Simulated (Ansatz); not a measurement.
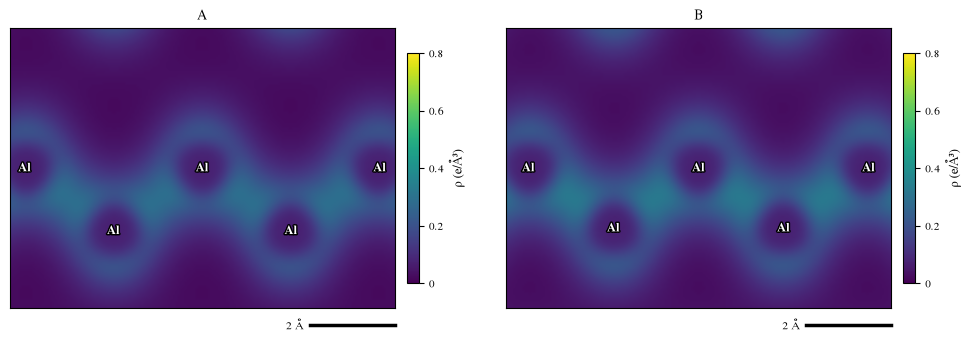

Al. The valence electron density of two cells that differ in size, on the (11̄0) plane of each (indices in the axes of the calculation cell), at one length scale and on one colour scale; one has 23.2 and the other 26.3 Å³ an atom.

Computed with DFT, LDA (PW92), plane waves (420 eV) with PAW, scalar-relativistic in Ansatz.

Core electrons are frozen (PAW), and the valence fields are smoothed inside the atomic spheres.

Q: Which is the denser cell? Describe the effect of the change.

A: Panel B is the smaller cell, by 12 % in volume. From the larger cell to the smaller, Al–Al goes from 2.58 to 2.47 Å, and the density at its midpoint from 0.29 to 0.32 e/Å³; the pressure goes from 0.0 to 7 GPa.
